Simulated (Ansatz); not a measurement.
**Energy of Pt along a strain of the cell**

System: Pt (Cmcm, 2 atoms in the cell).
Method: DFT LDA, scalar-relativistic, plane waves, PAW, no spin polarisation (Ansatz 0.2.0).

The 6 runs differ only in the geometry, by a strain of the cell at fixed fractional positions. Against run 3, the strain is εxx = −0.98 η and εyy = η. The structure derives from a Materials Project entry.

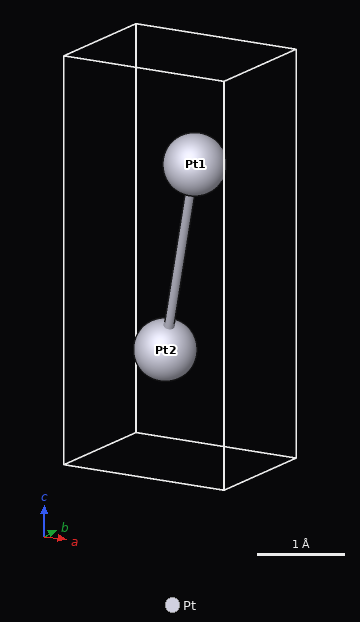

Figure 1. The structure of run 3 (ball-and-stick view of the cell of the calculation, seen slightly off an axis; atoms are numbered from 1 in the order of the input).

**Input of run 3**
```yaml
crystal:
  lattice:
    - [2.7882722719, 0.0, 0.0]
    - [-1.394136136, 2.3668984891, 0.0]
    - [0.0, 0.0, 4.792134]
  atoms:
    - { symbol: Pt, position: [0.6666666667, 0.3333333333, 0.75] }
    - { symbol: Pt, position: [0.3333333333, 0.6666666667, 0.25] }
basis:
  ecutwfc: 420
kpoints:
  mp_grid: { grid: [21, 21, 10] }
hamiltonian:
  xc: lda
scf:
  occupations: { method: gaussian, width: 0.15 }
output:
  forces: true
  stress: true
  eigenvalues: true
```

Run 4 differs from it as follows:
```diff
-    - [2.7882722719, 0.0, 0.0]
-    - [-1.394136136, 2.3668984891, 0.0]
+    - [2.7054523035, 0.0, 0.0]
+    - [-1.3527261517, 2.4386226857, 0.0]
```

**Results, with one run withheld**

| run | strain parameter η (%) | free energy per atom, from the lowest run given (meV) | pressure (GPa) |
| --- | --- | --- | --- |
| 1 | −3.0303 | 23.09 | −14.17 |
| 2 | −2.0202 | 12.90 | −14.85 |
| 3 | 0.0000 | 0.00 | −15.67 |
| 4 | 3.0303 | ? | ? |
| 5 | 4.0404 | 16.25 | −14.74 |
| 6 | 5.0505 | 31.06 | −13.92 |

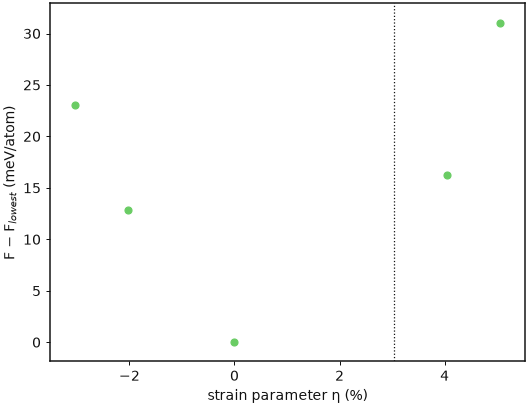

Figure 2. Free energy per atom of the runs given; the dotted line marks run 4.

What should run 4 give?

A cubic polynomial in the coordinate, fitted to the 5 runs given, misses them by at most 0.08 meV per atom. With x = η − 0.8081, it reads F = −1.6011 − 0.69234 x + 1.7266 x² + 0.059532 x³ (meV per atom). At run 4 it gives 6.04 meV per atom, and the run itself gives 6.03. The fit has its minimum at η = 1.0066 %.

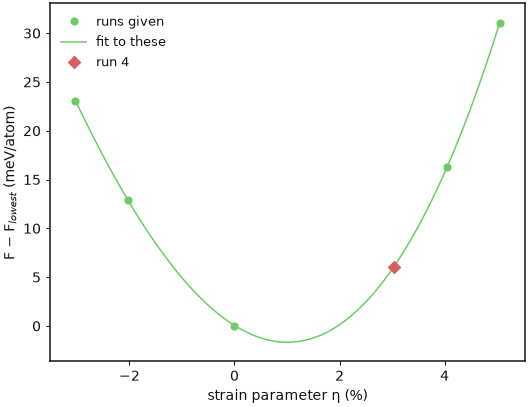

Figure 3. The fit and the withheld run.

**Output, shortened to warnings, some set-up lines, iterations and results (run 4)**
```
Basis set: ecut = 420 eV, 629 PW (Γ)
Symmetry: 8 space group operations
k-points: 726 of 4410
Initial density: superposition of atomic densities (neutral atoms: chi_scale 0, normalization atom), corrected by the library's trained network
[...]
SCF iter   1: F=—  HF=-24489.750653 eV  |F-HF|=—  |Δ(HF+E_count)|=         —  Δρ=9.01e-3  dr2=1.18e-2  ethr=1.77e-3  ⟨swp⟩=4.8  Hψ=60112  notcnv=0
SCF iter   2: F=—  HF=-24489.749832 eV  |F-HF|=—  |Δ(HF+E_count)|=   8.22e-4  Δρ=4.52e-3  dr2=2.88e-3  ethr=3.29e-5  ⟨swp⟩=2.2  Hψ=26567  notcnv=0
SCF iter   3: F=—  HF=-24489.749169 eV  |F-HF|=—  |Δ(HF+E_count)|=   6.63e-4  Δρ=5.03e-4  dr2=3.65e-5  ethr=8.00e-6  ⟨swp⟩=2.0  Hψ=22017  notcnv=0
SCF iter   4: F=—  HF=-24489.749172 eV  |F-HF|=—  |Δ(HF+E_count)|=   2.93e-6  Δρ=8.67e-5  dr2=1.87e-6  ethr=1.01e-7  ⟨swp⟩=2.5  Hψ=27985  notcnv=0
SCF iter   5: F=-24489.749172 eV  HF=-24489.749172 eV  |F-HF|=3.07e-8  |Δ(HF+E_count)|=   2.19e-7  Δρ=2.07e-5  dr2=8.25e-8  ethr=5.19e-9  ⟨swp⟩=1.5  Hψ=19446  notcnv=0
SCF iter   6: F=-24489.749172 eV  HF=-24489.749172 eV  |F-HF|=9.35e-10  |Δ(HF+E_count)|=   1.86e-8  Δρ=4.96e-6  dr2=4.58e-9  ethr=2.29e-10  ⟨swp⟩=2.1  Hψ=55776  notcnv=0
SCF 1 converged in 6 iterations: F = -24489.749172 eV  dr2 = 4.58e-9
SCF converged after 6 iterations
Free energy (F): -24489.749172 eV
Harris-Foulkes:  -24489.749172 eV  (|F-HF|=9.35e-10)
Internal energy: -24489.704873 eV  (E = F + TS)
E sigma→0 (E₀):  -24489.727022 eV
Entropy (-TS):   -0.044299 eV (-22.149 meV/atom)
Fermi energy:    21.577888 eV
--- Per-component energies (eV) ---
  E_band       = -314.247170
  E_kinetic    = 1273.826404
  E_local      = -3067.948817  (includes V_loc(G=0)·N_el)
  E_nonlocal   = 413.927345
  E_hartree    = 1129.565750
  E_xc         = -519.594491
  E_vxc        = -603.937163  (∫ρ·V_xc dr)
  E_paw        = -18355.014647  (= ΣΔE_a)
  E_vpaw       = -589.244992  (= ΣTr[D̂ρ^β])
  E_aug_tail   = 0.000368  (compensation charges beyond the density's cutoff)
  E_ewald      = -5365.394524
  E_core_change = 0.927739  (= ΣΔE_core)
  E_smearing   = -0.044299  (= −TS)
  E_closure    = -0.000000  (closes the sum)
  Σ components = -24489.749172   (vs F -24489.749172, Δ=0.00e0)
--- Forces (eV/Å), atoms counted from 1 ---
  atom   1  Pt     0.00000000     0.00129599     0.00000000
  atom   2  Pt    -0.00000000    -0.00129599     0.00000000
  max |Σ_I F_I| component: 2.17e-19 eV/Å
--- Stress (GPa, compression-positive) ---
      -10.813938      -0.000000       0.000000
       -0.000000     -19.542660       0.000000
        0.000000       0.000000     -15.610628
  P = ⅓ Tr σ = -15.3224 GPa (-153.224 kbar)
```

Notes: Spin–orbit coupling is left out, which matters for Pt.
